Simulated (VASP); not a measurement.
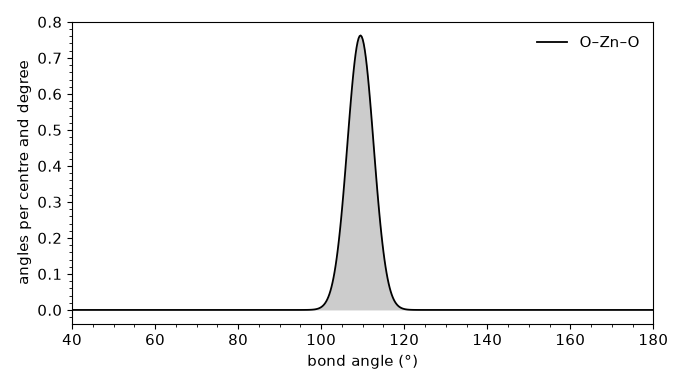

Bond-angle distributions computed from the structure of ZnO; each angle is a Gaussian of σ = 3.0°. Bonds counted: O–Zn up to 2.29 Å. Structure used: an entry of the Crystallography Open Database, as set up for an electronic-structure calculation.

**Give the groups of angles for each curve.**

O–Zn–O: 109–110° (6 per centre)

**What coordination geometry do the angles point to, counting the bonds named above alone?**

Zn has 4 O neighbours in a tetrahedral arrangement.

The structure has space group P6_3mc (No. 186); other forms of this composition would give other results.
